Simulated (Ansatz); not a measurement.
# Single-point calculation of BaTiO3 (part 1 of 2)

BaTiO3 (Pm-3m, 40 atoms in the cell), computed with DFT PBE, scalar-relativistic, plane waves, PAW, no spin polarisation (Ansatz 0.2.0).

The structure derives from an entry of the Crystallography Open Database.

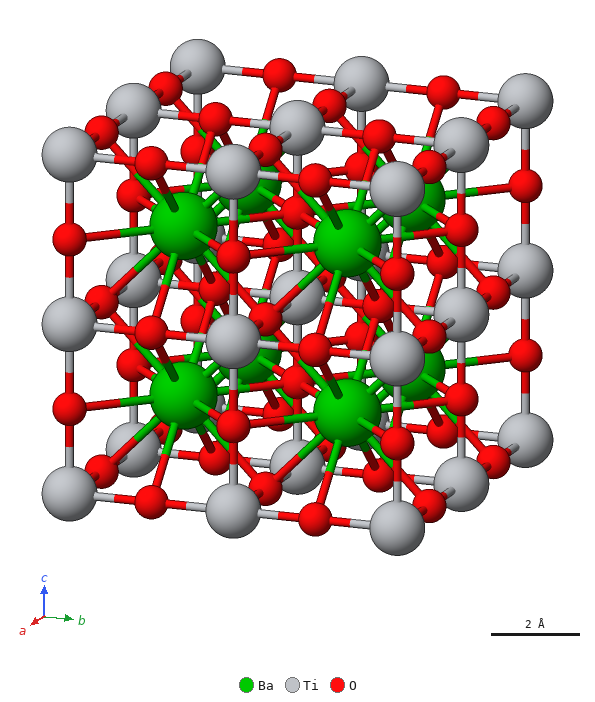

Figure 1. The structure (ball-and-stick view of the cell of the calculation, seen slightly off an axis). An atom can appear more than once, as a periodic image.

The input:
```yaml
crystal:
  lattice:
    - [8.012, 0.0, 0.0]
    - [0.0, 8.012, 0.0]
    - [0.0, 0.0, 8.012]
  atoms:
    - { symbol: Ba, position: [0.25, 0.25, 0.25] }
    - { symbol: Ba, position: [0.25, 0.25, 0.75] }
    - { symbol: Ba, position: [0.25, 0.75, 0.25] }
    - { symbol: Ba, position: [0.25, 0.75, 0.75] }
    - { symbol: Ba, position: [0.75, 0.25, 0.25] }
    - { symbol: Ba, position: [0.75, 0.25, 0.75] }
    - { symbol: Ba, position: [0.75, 0.75, 0.25] }
    - { symbol: Ba, position: [0.75, 0.75, 0.75] }
    - { symbol: Ti, position: [0.0, 0.0, 0.0] }
    - { symbol: Ti, position: [0.0, 0.0, 0.5] }
    - { symbol: Ti, position: [0.0, 0.5, 0.0] }
    - { symbol: Ti, position: [0.0, 0.5, 0.5] }
    - { symbol: Ti, position: [0.5, 0.0, 0.0] }
    - { symbol: Ti, position: [0.5, 0.0, 0.5] }
    - { symbol: Ti, position: [0.5, 0.5, 0.0] }
    - { symbol: Ti, position: [0.5, 0.5, 0.5] }
    - { symbol: O, position: [0.25, 0.0, 0.0] }
    - { symbol: O, position: [0.25, 0.0, 0.5] }
    - { symbol: O, position: [0.25, 0.5, 0.0] }
    - { symbol: O, position: [0.25, 0.5, 0.5] }
    - { symbol: O, position: [0.75, 0.0, 0.0] }
    - { symbol: O, position: [0.75, 0.0, 0.5] }
    - { symbol: O, position: [0.75, 0.5, 0.0] }
    - { symbol: O, position: [0.75, 0.5, 0.5] }
    - { symbol: O, position: [0.0, 0.25, 0.0] }
    - { symbol: O, position: [0.0, 0.25, 0.5] }
    - { symbol: O, position: [0.0, 0.75, 0.0] }
    - { symbol: O, position: [0.0, 0.75, 0.5] }
    - { symbol: O, position: [0.5, 0.25, 0.0] }
    - { symbol: O, position: [0.5, 0.25, 0.5] }
    - { symbol: O, position: [0.5, 0.75, 0.0] }
    - { symbol: O, position: [0.5, 0.75, 0.5] }
    - { symbol: O, position: [0.0, 0.0, 0.25] }
    - { symbol: O, position: [0.0, 0.0, 0.75] }
    - { symbol: O, position: [0.0, 0.5, 0.25] }
    - { symbol: O, position: [0.0, 0.5, 0.75] }
    - { symbol: O, position: [0.5, 0.0, 0.25] }
    - { symbol: O, position: [0.5, 0.0, 0.75] }
    - { symbol: O, position: [0.5, 0.5, 0.25] }
    - { symbol: O, position: [0.5, 0.5, 0.75] }
basis:
  ecutwfc: 420
  fft_grid_basis: typed
kpoints:
  mp_grid: { grid: [2, 2, 2] }
hamiltonian:
  xc: pbe
  pseudopotentials: { kind: paw }
scf:
  occupations: { method: gaussian, width: 0.05 }
output:
  forces: true
  stress: false
  eigenvalues: true
  bader: false
  write_density: true
  volumetric_format: npy
```

Hardware: 4 threads of Arm Neoverse N1, 98 GiB of memory available, shared host.

Launched with:
```bash
ansatz run input.yaml --threads 4 --pin off --max-ram 10240MiB --backend cpu --events-out ev --progress --plain --runs-dir out
```

Log:
```
Engine: ansatz 0.2.0, aarch64-unknown-linux-gnu
Pseudopotentials: kind: paw
Pseudopotential: Ba, paw, valence charge 10, recommended cutoff 420 eV (normal), Ba.paw.azcp
Pseudopotential: Ti, paw, valence charge 12, recommended cutoff 420 eV (normal), Ti.paw.azcp
Pseudopotential: O, paw, valence charge 6, recommended cutoff 420 eV (normal), O.paw.azcp
Functional definition: PBE
  parameter kappa = 0.804
  parameter beta = 0.06672455060314922
  exchange = pbe_x(kappa = kappa, mu = beta*pi^2/3)
  correlation = pbe_c(beta = beta)
Crystal: 40 atoms, lattice volume = 514.307 Å³
Basis set: ecut = 420 eV, 10059 PW (Γ), exchange–correlation on 108×108×108 points (8 copies of the dense FFT grid, shifted against one another)
Bands: 200, of which v1, the nominal top of the filled ones, is band 160 counted from 1 (159 counted from 0)
Symmetry: 384 space group operations
Space group: Pm-3m (ITA 221), of the structure as read, at distance tolerance 8.0e-5 Å
k-points: 4 of 8
Non-local potential: Ba, projectors of the file, l = 0: 3, l = 1: 2, l = 2: 2, l = 3: 2
Non-local potential: Ti, projectors of the file, l = 0: 3, l = 1: 2, l = 2: 3, l = 3: 1
Non-local potential: O, projectors of the file, l = 0: 2, l = 1: 2, l = 2: 1
PAW form: soft (Blöchl's): semilocal exchange-correlation on the pseudo side does not see the compensation charge
PAW one-centre angular grid: Ba, 194 points (default); XC on 64 Gauss nodes
PAW one-centre angular grid: Ti, 590 points (default); XC on 64 Gauss nodes
PAW one-centre angular grid: O, 110 points (default); XC on 64 Gauss nodes
Initial density: superposition of atomic densities (neutral atoms: chi_scale 0, normalization atom), corrected by the library's trained network
Initial wavefunctions: pseudopotential atomic-orbital guess
Functional: x = pbe(κ = 0.804, μ = 0.2195149727645171), c = pbe(β = 0.06672455060314922)
SCF iter   1: F=—  HF=-81276.363843 eV  |F-HF|=—  |Δ(HF+E_count)|=         —  Δρ=1.11e-3  dr2=2.08e-3  ethr=1.77e-3  ⟨swp⟩=5.2  Hψ=3189  notcnv=0  defer=19
preconditioner: auto → Resta (q_TF=auto, 2.521 Å⁻¹)  ε∞=6.0  [insulator: Δε(μ)=1.792 eV  Ē_g=11.746 eV  σ=0.050 eV  W_gap=1.00  n_scr=146 (ndim 8)  ℏωp=26.2 eV  f_vac=0.000  D(μ)=0.00/eV (n_scr^D=0)  ε∞_Penn≈6.0]
SCF iter   2: F=—  HF=-81276.363833 eV  |F-HF|=—  |Δ(HF+E_count)|=   9.62e-6  Δρ=5.92e-4  dr2=4.93e-4  ethr=6.49e-7  ⟨swp⟩=2.5  Hψ=1663  notcnv=0  defer=42
SCF iter   3: F=—  HF=-81276.365196 eV  |F-HF|=—  |Δ(HF+E_count)|=   1.36e-3  Δρ=8.37e-5  dr2=4.14e-5  ethr=1.54e-7  ⟨swp⟩=2.0  Hψ=1179  notcnv=0  defer=7
automatic band count: iteration 3 solves 186 bands in place of 200: the levels show a gap, and the empty bands left out lie too high to hold charge; the band table lists the bands solved (type scf.n_extra_bands for more)
SCF iter   4: F=—  HF=-81276.372167 eV  |F-HF|=—  |Δ(HF+E_count)|=   6.97e-3  Δρ=4.28e-5  dr2=6.66e-6  ethr=1.29e-8  ⟨swp⟩=2.8  Hψ=1337  notcnv=0  defer=7
SCF iter   5: F=—  HF=-81276.372169 eV  |F-HF|=—  |Δ(HF+E_count)|=   1.71e-6  Δρ=1.28e-5  dr2=3.64e-7  ethr=2.08e-9  ⟨swp⟩=2.0  Hψ=1256  notcnv=0  defer=7
SCF iter   6: F=-81276.372169 eV  HF=-81276.372169 eV  |F-HF|=2.04e-8  |Δ(HF+E_count)|=   2.76e-7  Δρ=5.45e-6  dr2=5.07e-8  ethr=3.13e-11  ⟨swp⟩=9.0  Hψ=3181  notcnv=0
SCF 1 converged in 6 iterations: F = -81276.372169 eV  dr2 = 5.07e-8
  greatest PAW one-centre occupation: 0.999 electrons in one spin orbital (limit 2), on the Ti atom at site 15 (counted from 0), in its partial waves of l = 0
```

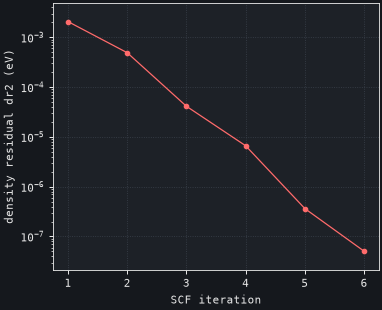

Figure 2. Convergence of the self-consistent field: density residual dr2 against the SCF iteration. The residual falls at every step.

```
SCF converged after 6 iterations
Free energy (F): -81276.372169 eV
Harris-Foulkes:  -81276.372169 eV  (|F-HF|=2.04e-8)
Internal energy: -81276.372169 eV  (E = F + TS)
E sigma→0 (E₀):  -81276.372169 eV
Fermi energy:    11.164126 eV
--- Per-component energies (eV) ---
  E_band       = -1134.019201
  E_kinetic    = 7756.982076
  E_local      = -16773.395287  (includes V_loc(G=0)·N_el)
  E_nonlocal   = 1626.856244
  E_hartree    = 6546.802527
  E_xc         = -3931.524653
  E_vxc        = -4368.844238  (∫ρ·V_xc dr)
  E_paw        = -53954.902126  (= ΣΔE_a)
  E_vpaw       = -2469.296317  (= ΣTr[D̂ρ^β])
  E_aug_tail   = 0.058676  (compensation charges beyond the density's cutoff)
  E_ewald      = -22547.249626
  E_smearing   = -0.000000  (= −TS)
  E_closure    = -0.000000  (closes the sum)
  Σ components = -81276.372169   (vs F -81276.372169, Δ=0.00e0)
--- Forces (eV/Å), atoms counted from 1 ---
  atom   1  Ba     0.00000000     0.00000000     0.00000000
  atom   2  Ba     0.00000000     0.00000000     0.00000000
  atom   3  Ba     0.00000000     0.00000000     0.00000000
  atom   4  Ba     0.00000000     0.00000000     0.00000000
  atom   5  Ba     0.00000000     0.00000000     0.00000000
  atom   6  Ba     0.00000000    -0.00000000     0.00000000
  atom   7  Ba     0.00000000     0.00000000     0.00000000
  atom   8  Ba     0.00000000     0.00000000     0.00000000
  atom   9  Ti     0.00000000     0.00000000     0.00000000
  atom  10  Ti     0.00000000    -0.00000000     0.00000000
  atom  11  Ti     0.00000000     0.00000000    -0.00000000
  atom  12  Ti     0.00000000    -0.00000000    -0.00000000
  atom  13  Ti     0.00000000     0.00000000     0.00000000
  atom  14  Ti     0.00000000     0.00000000     0.00000000
  atom  15  Ti     0.00000000    -0.00000000    -0.00000000
  atom  16  Ti     0.00000000     0.00000000    -0.00000000
  atom  17  O      0.00000000     0.00000000    -0.00000000
  atom  18  O      0.00000000    -0.00000000    -0.00000000
  atom  19  O     -0.00000000     0.00000000    -0.00000000
  atom  20  O      0.00000000    -0.00000000    -0.00000000
  atom  21  O      0.00000000     0.00000000     0.00000000
  atom  22  O      0.00000000     0.00000000     0.00000000
  atom  23  O      0.00000000     0.00000000     0.00000000
  atom  24  O      0.00000000    -0.00000000    -0.00000000
  atom  25  O     -0.00000000     0.00000000     0.00000000
  atom  26  O      0.00000000    -0.00000000     0.00000000
  atom  27  O     -0.00000000    -0.00000000     0.00000000
  atom  28  O     -0.00000000     0.00000000     0.00000000
  atom  29  O     -0.00000000     0.00000000    -0.00000000
  atom  30  O     -0.00000000    -0.00000000    -0.00000000
  atom  31  O     -0.00000000     0.00000000    -0.00000000
  atom  32  O     -0.00000000     0.00000000    -0.00000000
  atom  33  O     -0.00000000    -0.00000000    -0.00000000
  atom  34  O     -0.00000000    -0.00000000    -0.00000000
  atom  35  O      0.00000000    -0.00000000    -0.00000000
  atom  36  O      0.00000000    -0.00000000    -0.00000000
  atom  37  O      0.00000000    -0.00000000    -0.00000000
  atom  38  O      0.00000000    -0.00000000     0.00000000
  atom  39  O      0.00000000    -0.00000000     0.00000000
  atom  40  O      0.00000000    -0.00000000     0.00000000
  max |Σ_I F_I| component: 7.92e-24 eV/Å
--- Band table (eV) ---
```
